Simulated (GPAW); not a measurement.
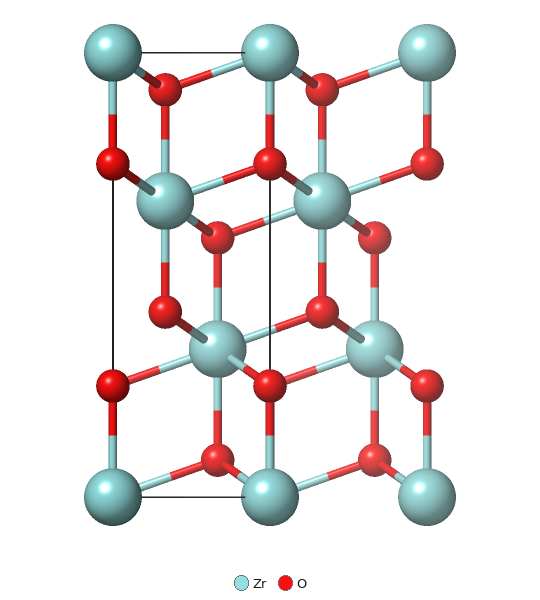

The picture looks along a close-packed row of the hexagonal mesh; [111] points upwards. Every atom sits on one of the three columns of the mesh; call them A, B, C in the order in which they first turn up. The box is the hexagonal cell of the face-centred cubic lattice. The sequence starts with the first layer at or above the cell's origin.

ZrO2 (space group Fm-3m, No. 225): a cell listed in the Materials Project, as set up for an electronic-structure calculation.

> List the layers of one repeat.

Zr(A) – O(B) – O(A) – Zr(B) – O(C) – O(B) – Zr(C) – O(A) – O(C) (nine layers in 8.82 Å).
